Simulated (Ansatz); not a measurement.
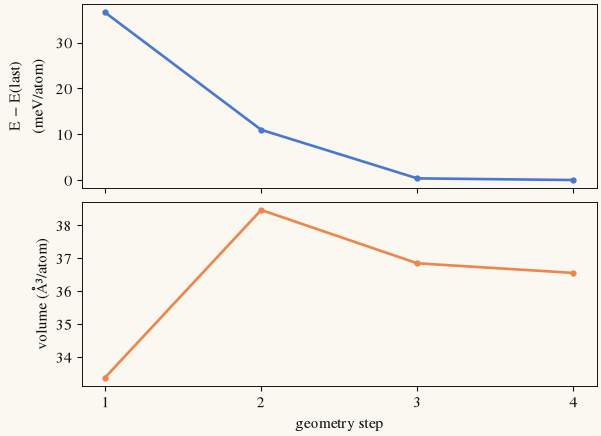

History of a geometry optimisation. Atoms and cell relax. A closing SCF on a freshly chosen basis isn't drawn.

InSb (F-43m, 2 atoms in the cell); Ansatz 0.2.0, DFT, PBE, PAW with Ansatz's default frozen-core files, scalar-relativistic; cutoff 420 eV, 9×9×9 k-mesh, Fermi–Dirac smearing of 0.05 eV.

How did it end, and what did it gain?

The optimisation met its thresholds at geometry 4, counting the start as the first. The energy fell by about 37 meV/atom from the first step to the last. All forces vanish by symmetry, so only the cell moves.

Was the starting cell too large or too small?

The volume grows from 33.4 to 36.6 Å³ per atom (+10 %), overshooting to 38.5 at step 2. The start was compressed.
